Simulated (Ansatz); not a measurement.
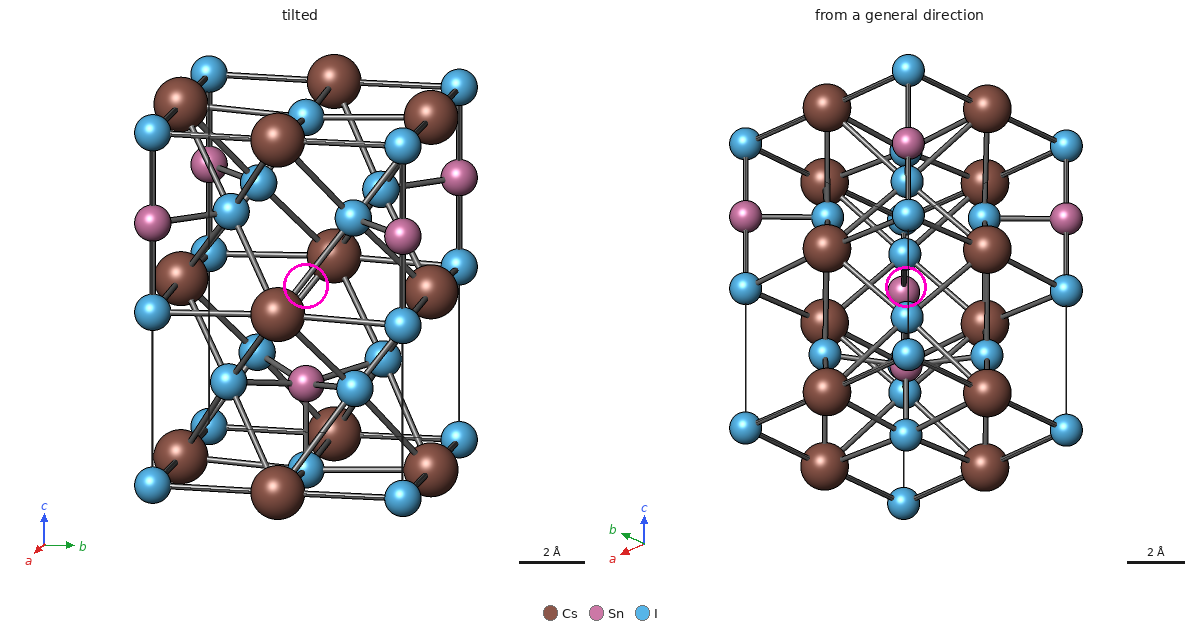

The image is a ball-and-stick drawing of a crystal, viewed slightly off an axis and from a general direction. The parallelepiped is the supercell. The host is Cs$_{2}$SnI$_{6}$, in a cell of 18 sites, and the cell is neutral. A ring marks the defect's site.

Which defect is modelled here, and what are its neighbours?

An iodine vacancy. Around the empty site lies one Sn at about 3.1 Å.

The atoms were relaxed in the host's cell with DFT LDA, scalar-relativistic, plane waves, PAW (Ansatz 0.2.0).
